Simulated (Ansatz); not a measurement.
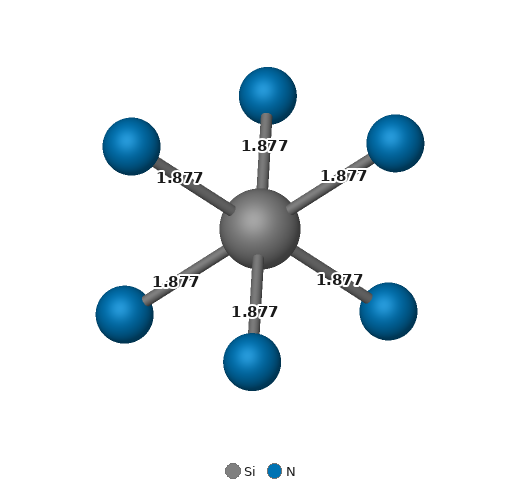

The surroundings of site Si1 (at 0.125, 0.125, 0.125) in Si3N4 (Fd-3m), with bond lengths in Å.

The cell is taken from coordinates from a relaxation with DFT, PAW plane waves, r2scan (Ansatz); the starting structure was generated, so it need not be a known form of this composition.

```yaml
crystal:
  lattice:
    - [7.73008, 0.00000, 0.00000]
    - [0.00000, 7.73008, 0.00000]
    - [0.00000, 0.00000, 7.73008]
  atoms:
    - { symbol: Si, position: [0.12500, 0.12500, 0.12500] }
    - { symbol: Si, position: [0.62500, 0.87500, 0.37500] }
    - { symbol: Si, position: [0.87500, 0.87500, 0.12500] }
    - { symbol: Si, position: [0.37500, 0.12500, 0.37500] }
    - { symbol: Si, position: [0.00000, 0.00000, 0.50000] }
    - { symbol: Si, position: [0.25000, 0.75000, 0.25000] }
    - { symbol: N, position: [0.38243, 0.88243, 0.38243] }
    - { symbol: N, position: [0.36757, 0.13243, 0.13243] }
    - { symbol: N, position: [0.61757, 0.11757, 0.38243] }
    - { symbol: N, position: [0.13243, 0.36757, 0.13243] }
    - { symbol: N, position: [0.88243, 0.11757, 0.11757] }
    - { symbol: N, position: [0.36757, 0.36757, 0.36757] }
    - { symbol: N, position: [0.11757, 0.88243, 0.11757] }
    - { symbol: N, position: [0.13243, 0.13243, 0.36757] }
    - { symbol: Si, position: [0.12500, 0.62500, 0.62500] }
    - { symbol: Si, position: [0.62500, 0.37500, 0.87500] }
    - { symbol: Si, position: [0.87500, 0.37500, 0.62500] }
    - { symbol: Si, position: [0.37500, 0.62500, 0.87500] }
    - { symbol: Si, position: [0.00000, 0.50000, 0.00000] }
    - { symbol: Si, position: [0.25000, 0.25000, 0.75000] }
    - { symbol: N, position: [0.38243, 0.38243, 0.88243] }
    - { symbol: N, position: [0.36757, 0.63243, 0.63243] }
    - { symbol: N, position: [0.61757, 0.61757, 0.88243] }
    - { symbol: N, position: [0.13243, 0.86757, 0.63243] }
    - { symbol: N, position: [0.88243, 0.61757, 0.61757] }
    - { symbol: N, position: [0.36757, 0.86757, 0.86757] }
    - { symbol: N, position: [0.11757, 0.38243, 0.61757] }
    - { symbol: N, position: [0.13243, 0.63243, 0.86757] }
    - { symbol: Si, position: [0.62500, 0.12500, 0.62500] }
    - { symbol: Si, position: [0.12500, 0.87500, 0.87500] }
    - { symbol: Si, position: [0.37500, 0.87500, 0.62500] }
    - { symbol: Si, position: [0.87500, 0.12500, 0.87500] }
    - { symbol: Si, position: [0.50000, 0.00000, 0.00000] }
    - { symbol: Si, position: [0.75000, 0.75000, 0.75000] }
    - { symbol: N, position: [0.88243, 0.88243, 0.88243] }
    - { symbol: N, position: [0.86757, 0.13243, 0.63243] }
    - { symbol: N, position: [0.11757, 0.11757, 0.88243] }
    - { symbol: N, position: [0.63243, 0.36757, 0.63243] }
    - { symbol: N, position: [0.38243, 0.11757, 0.61757] }
    - { symbol: N, position: [0.86757, 0.36757, 0.86757] }
    - { symbol: N, position: [0.61757, 0.88243, 0.61757] }
    - { symbol: N, position: [0.63243, 0.13243, 0.86757] }
    - { symbol: Si, position: [0.62500, 0.62500, 0.12500] }
    - { symbol: Si, position: [0.12500, 0.37500, 0.37500] }
    - { symbol: Si, position: [0.37500, 0.37500, 0.12500] }
    - { symbol: Si, position: [0.87500, 0.62500, 0.37500] }
    - { symbol: Si, position: [0.50000, 0.50000, 0.50000] }
    - { symbol: Si, position: [0.75000, 0.25000, 0.25000] }
    - { symbol: N, position: [0.88243, 0.38243, 0.38243] }
    - { symbol: N, position: [0.86757, 0.63243, 0.13243] }
    - { symbol: N, position: [0.11757, 0.61757, 0.38243] }
    - { symbol: N, position: [0.63243, 0.86757, 0.13243] }
    - { symbol: N, position: [0.38243, 0.61757, 0.11757] }
    - { symbol: N, position: [0.86757, 0.86757, 0.36757] }
    - { symbol: N, position: [0.61757, 0.38243, 0.11757] }
    - { symbol: N, position: [0.63243, 0.63243, 0.36757] }
```

Bond valence s = exp((R0 − d)/b), R0 fitted to published crystal structures with b = 0.37 Å; R0 in Å: Si4+–N 1.740.

> Calculate the bond-valence sum of Si1 from the bonds drawn.

6 × 0.691 = 4.14 v.u., against a formal valence of 4: overbonded (bonds short for this ion) by 0.14.

> And over the whole structure?

```json
{"site": "Si1", "x, y, z": "0.125, 0.125, 0.125", "formal valence": "+4", "bond-valence sum": "4.27", "difference": "0.27"}
{"site": "Si2", "x, y, z": "0.000, 0.000, 0.500", "formal valence": "+4", "bond-valence sum": "3.90", "difference": "-0.10"}
{"site": "N1", "x, y, z": "0.382, 0.882, 0.382", "formal valence": "−3", "bond-valence sum": "3.11", "difference": "0.11"}
```

These sums include all anions within 5 Å. The global instability index (root mean square of the differences over all atoms) is 0.17 v.u.: moderate strain, common in real structures.
